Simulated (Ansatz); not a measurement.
**Run report: Al12O, single-point calculation (part 1 of 4)**

System: Al12O (slab, 13 atoms in the cell).
Method: DFT PBE, scalar-relativistic, plane waves, PAW, spin-polarised (Ansatz 0.2.0).

The structure derives from an entry of the Crystallography Open Database. Figures and captions count atoms from 1; the log counts them from 0 in places.

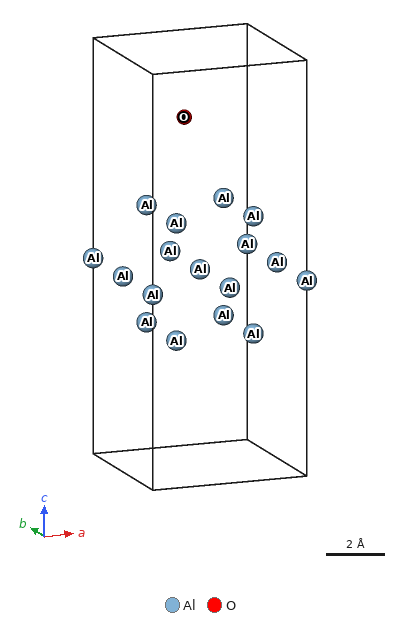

*The structure as given in the input (ball-and-stick view of the cell of the calculation, with the vacuum cut short, seen slightly off an axis).*

## Key numbers

```tsv
quantity	value
outcome	converged
electrons treated	42
free energy	−7008.5180 eV
work function, top face	6.57 eV
work function, bottom face	4.48 eV
Fermi energy	−1.512 eV
gap on the k-point mesh	none (metallic)
net moment of the cell	1.86 μB
integrated absolute moment	1.92 μB
work function (upper face)	6.57 eV
largest force (length of the vector)	0.330 eV/Å
hardware	4 threads of Arm Neoverse V1, 24 GiB of memory available, shared host
wall time	4.6 min (CPU time 18 min)
peak memory	1.5 GiB
```

Warnings of the run: the state was not tested for a lower one; the exchange-correlation potential is rough where the density is thin.

## Input
```yaml
crystal:
  lattice:
    - [5.7143028096, 0.0, 0.0]
    - [0.0, 5.7143028096, 0.0]
    - [0.0, 0.0, 21.1750228481]
  atoms:
    - { symbol: Al, position: [0.25, 0.25, 0.1889018033] }
    - { symbol: Al, position: [0.25, 0.75, 0.1889018033] }
    - { symbol: Al, position: [0.75, 0.25, 0.1889018033] }
    - { symbol: Al, position: [0.75, 0.75, 0.1889018033] }
    - { symbol: Al, position: [0.0, 0.0, 0.2873686073] }
    - { symbol: Al, position: [0.0, 0.5, 0.2873686073] }
    - { symbol: Al, position: [0.5, 0.0, 0.2873686073] }
    - { symbol: Al, position: [0.5, 0.5, 0.2873686073] }
    - { symbol: Al, position: [0.25, 0.25, 0.3860691394] }
    - { symbol: Al, position: [0.25, 0.75, 0.3860691394] }
    - { symbol: Al, position: [0.75, 0.25, 0.3860691394] }
    - { symbol: Al, position: [0.75, 0.75, 0.3860691394] }
    - { symbol: O, position: [0.3333333333, 0.3333333333, 0.5574975259], spin: 2.0 }
basis:
  ecutwfc: 420
kpoints:
  mp_grid: { grid: [5, 5, 1] }
hamiltonian:
  xc: pbe
scf:
  occupations: { method: gaussian, width: 0.1 }
output:
  forces: true
  eigenvalues: true
  populations: true
  write_density: true
  write_potential: true
  elf: true
  volumetric_format: npy
magnetization:
  spin_polarized: true
efield:
  axis: 3
  dipole_correction: true
  ramp_width: 0.04
```

Launched with:
```bash
ansatz run input.yaml --threads 4 --pin off --max-ram 12288MiB --backend cpu --events-out ev --progress --plain --runs-dir out
```

## Output
```
Engine: ansatz 0.2.0, aarch64-unknown-linux-gnu
Pseudopotentials: kind: paw
Pseudopotential: Al, paw, valence charge 3, recommended cutoff 420 eV (normal), Al.paw.azcp
Pseudopotential: O, paw, valence charge 6, recommended cutoff 420 eV (normal), O.paw.azcp
Functional definition: PBE
  parameter kappa = 0.804
  parameter beta = 0.06672455060314922
  exchange = pbe_x(kappa = kappa, mu = beta*pi^2/3)
  correlation = pbe_c(beta = beta)
Crystal: 13 atoms, lattice volume = 691.433 Å³
Basis set: ecut = 420 eV, 13611 PW (Γ), exchange–correlation on 80×80×288 points (8 copies of the dense FFT grid, shifted against one another)
Bands: 35, of which v1, the nominal top of the filled ones, is band 21 counted from 1 (20 counted from 0)
Symmetry: 2 space group operations
k-points: 9 of 25 (time reversal used)
Non-local potential: Al, projectors of the file, l = 0: 2, l = 1: 2, l = 2: 1
Non-local potential: O, projectors of the file, l = 0: 2, l = 1: 2, l = 2: 1
PAW form: soft (Blöchl's): semilocal exchange-correlation on the pseudo side does not see the compensation charge
PAW one-centre angular grid: Al, 110 points (default); XC on 64 Gauss nodes
PAW one-centre angular grid: O, 110 points (default); XC on 64 Gauss nodes
Starting moments: Σ|m| = 2 μB on 1 of 13 sites
Initial wavefunctions: pseudopotential atomic-orbital guess
Functional: x = pbe(κ = 0.804, μ = 0.2195149727645171), c = pbe(β = 0.06672455060314922)
```
